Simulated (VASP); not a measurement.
System: bcc W, space group Im-3m (No. 229), 1 atom in the primitive cell.

```cif
data_structure
_symmetry_space_group_name_H-M 'Im-3m'
_symmetry_Int_Tables_number 229
_cell_length_a 3.1853
_cell_length_b 3.1853
_cell_length_c 3.1853
_cell_angle_alpha 90.000
_cell_angle_beta 90.000
_cell_angle_gamma 90.000
_cell_volume 32.32
loop_
_atom_site_label
_atom_site_type_symbol
_atom_site_symmetry_multiplicity
_atom_site_Wyckoff_symbol
_atom_site_fract_x
_atom_site_fract_y
_atom_site_fract_z
_atom_site_occupancy
W1 W 2 a 0.00000 0.00000 0.00000 1
```

Level of theory: PBE, VASP PAW PBE potentials, release 64 (W_sv), no spin polarisation, no spin-orbit coupling, 18×18×18 k mesh in the self-consistent step, 520 eV cutoff, Gaussian smearing of 0.1 eV; code VASP 6.6.1.

What will the density of states look like?

It is a metal. The density of states at the Fermi level is about 0.44 per eV and cell (mean within 0.25 eV). By projected weight, the states within 0.3 eV of the Fermi level are W d (87 %). The tallest peak in the window is at 3.0 eV; by projected weight it is W d almost alone (inside the spheres).

The density of states was taken on a 27×27×27 mesh with the tetrahedron method. Spin-orbit coupling is left out, which matters for W. The cell was derived from a database entry in an earlier step, so it needn't be the measured one.

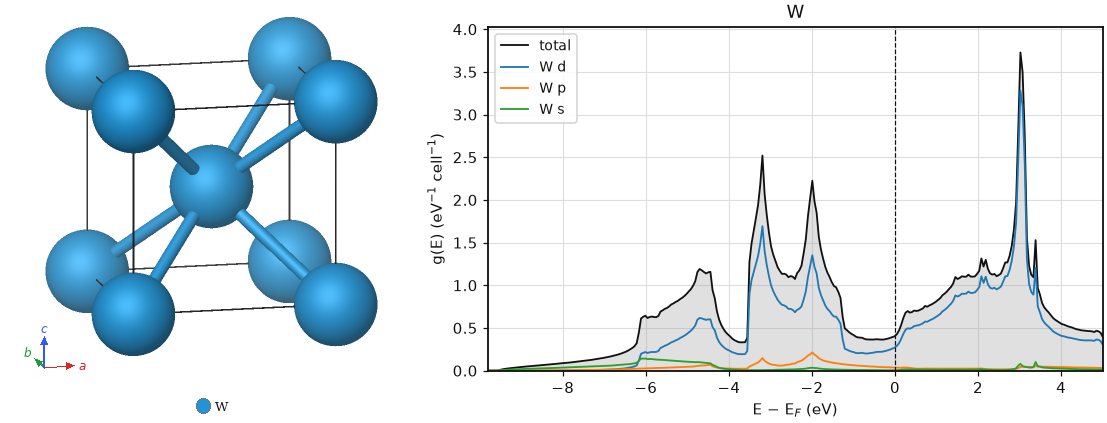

Density of states, beside the structure. Energies are counted from the Fermi level. The partial curves are projected inside the PAW spheres; the rest of the total lies in parts that aren't drawn and between the spheres.
